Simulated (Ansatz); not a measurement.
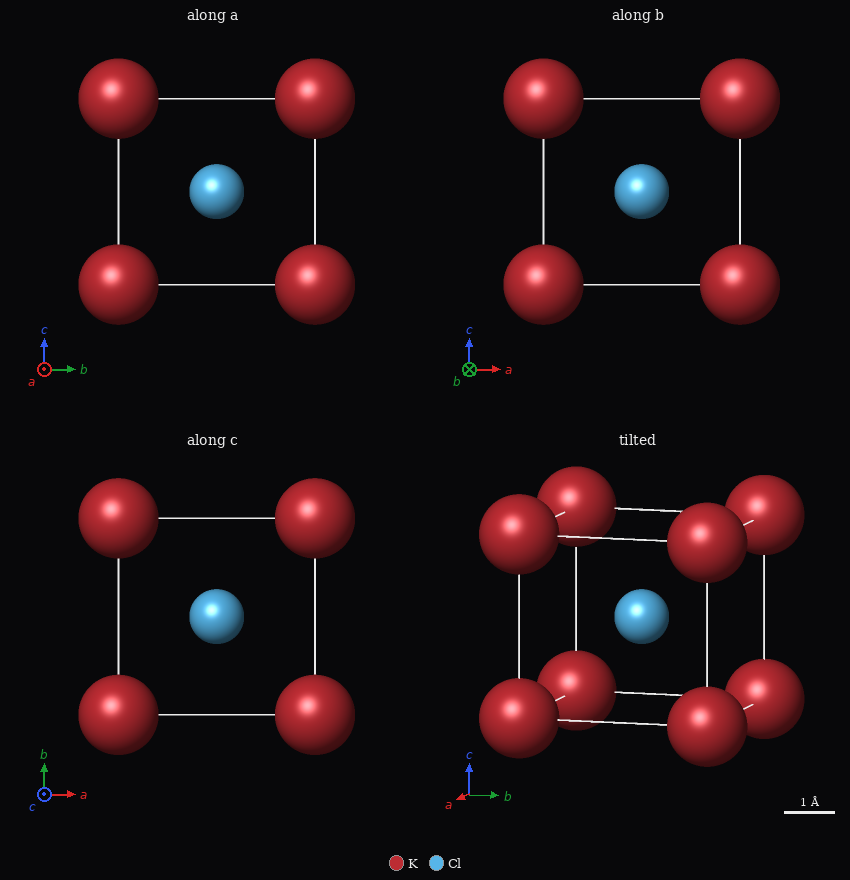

The image is a spheres-only drawing of a crystal, viewed along the a axis, along the b axis, along the c axis and slightly off an axis. The lines enclose the conventional unit cell; boundary atoms appear with their images.

Lattice parameters: a = 3.9857 Å, b = 3.9857 Å, c = 3.7712 Å, α = 90.000°, β = 90.000°, γ = 90.000°.

Transcribe the picture into a CIF in P1 with every atom of the cell.

```cif
data_structure
_symmetry_space_group_name_H-M 'P 1'
_symmetry_Int_Tables_number 1
_cell_length_a 3.9857
_cell_length_b 3.9857
_cell_length_c 3.7712
_cell_angle_alpha 90.000
_cell_angle_beta 90.000
_cell_angle_gamma 90.000
_cell_volume 59.91
loop_
_atom_site_label
_atom_site_type_symbol
_atom_site_fract_x
_atom_site_fract_y
_atom_site_fract_z
_atom_site_occupancy
K1 K 0.0000 0.0000 0.0000 1
Cl1 Cl 0.5000 0.5000 0.5000 1
```

Starting structure: a structure type filled with these elements by a generator (whether the compound takes this form wasn't checked). The cell was then strained or its atoms displaced on purpose. It was run through Ansatz as a DFT input.
